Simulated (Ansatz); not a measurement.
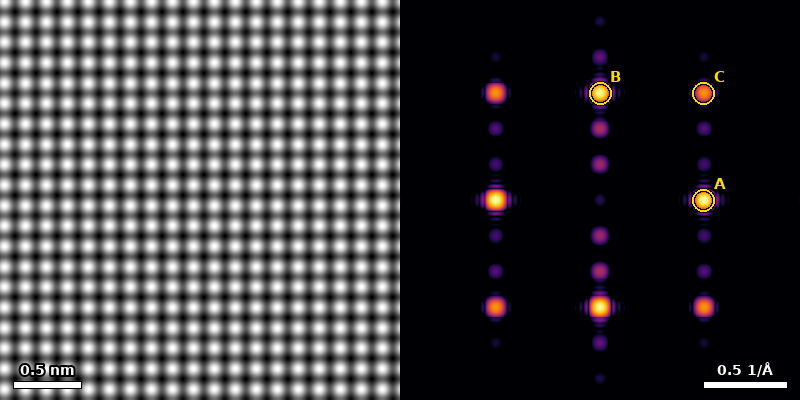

Z-contrast image of a crystal. Simulation: incoherent imaging, intensity Z^1.6 per atom, probe width 0.93 Å, thin sample. The display is stretched by a gamma of 0.65; percentages refer to the linear signal.

The right panel is the modulus of the image's Fourier transform on a logarithmic scale.

Which lattice spacings do the marked spots stand for, and what angle do A and B enclose?

A: 1.6 Å, B: 1.5 Å, C: 1.1 Å; A and B enclose about 90°.

The crystal is P (Fmm2, No. 42) along [001]; the spots are (-2 0 0), (0 -6 0) and (-2 -6 0). Structure: the geometry relaxed with DFT PBE, scalar-relativistic, plane waves, PAW (Ansatz 0.2.0); the starting structure was generated, so it need not be a known form of this composition.
